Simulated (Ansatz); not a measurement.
**AlRu: density, localisation and related maps**

```
Al Ru
1.0
     5.53278    0.00000    0.00000
     0.00000    0.00000   -5.53278
     0.00000    5.53278    0.00000
Al Ru
4 4
Cartesian
  4.1496 1.3832 -4.1496
  1.3832 4.1496 -4.1496
  1.3832 1.3832 -1.3832
  4.1496 4.1496 -1.3832
  2.7664 0.0000 -2.7664
  0.0000 2.7664 -2.7664
  0.0000 0.0000 0.0000
  2.7664 2.7664 0.0000
```

Space group F-43m; a structure generated by program, which may or may not match a known phase; spin-polarised.

Theory: DFT PBE, scalar-relativistic, plane waves, PAW in Ansatz.

The density is the valence pseudo-density of a PAW calculation; it isn't the true density close to the nuclei.

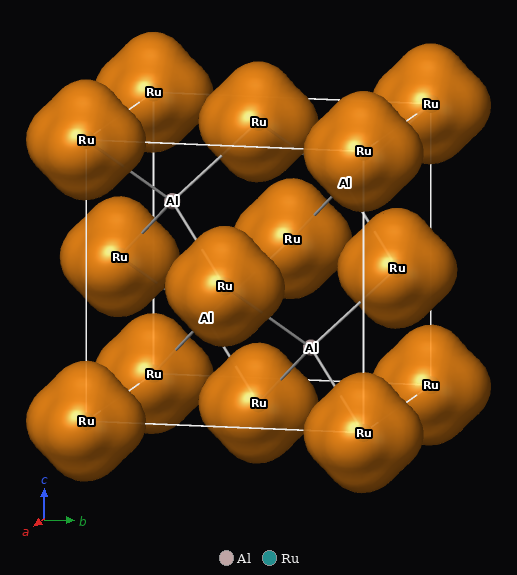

Figure 1. Isosurfaces of the magnetisation density (up minus down) at +0.04 (orange) and −0.04 e/Å³ (purple), seen slightly off an axis. Sticks mark near contacts.

Question: Which atoms carry the moments, and with what signs?

Answer: The spin density sits on Ru: +0.6 μB (×4) in one cell of 8 atoms: parallel moments, as they must be, since the calculation's own cell holds one magnetic site. The cell of the calculation (2 atoms) carries 0.8 μB of net spin moment. Only one sign reaches the isovalue.

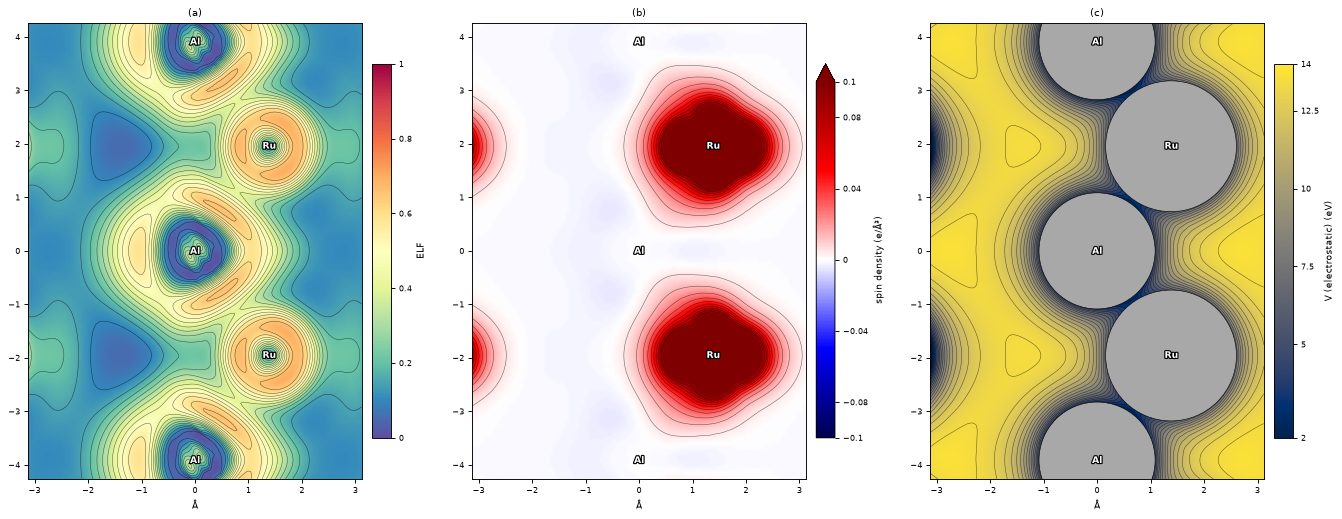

Figure 2. (a) electron localisation function; (b) magnetisation density (up minus down); (c) electrostatic potential energy of an electron on the (011) plane of the conventional cell. Grey discs cover the atomic cores in the potential map.

Question: Read the bonding off the picture.

Answer:
- Atoms in the plane: Al and Ru.
- Al–Ru (2.40 Å): the ELF is about 0.50 at the midpoint.
- The features right at Ru lie inside the PAW spheres, where the map follows smoothed inner orbitals and isn't to be read closely.
- Outside the cores the potential energy rises away from the atoms and is highest about 2.4 Å from the nearest atoms; its zero is arbitrary.

Question: Metal or insulator at this level of theory?

Answer: It is gapless in this calculation (a metal or semimetal).

Question: How much charge does the calculation move between the atoms?

Answer: Electrons move from Al towards Ru. Bader charges: Al +1.55 and Ru −1.55 e.
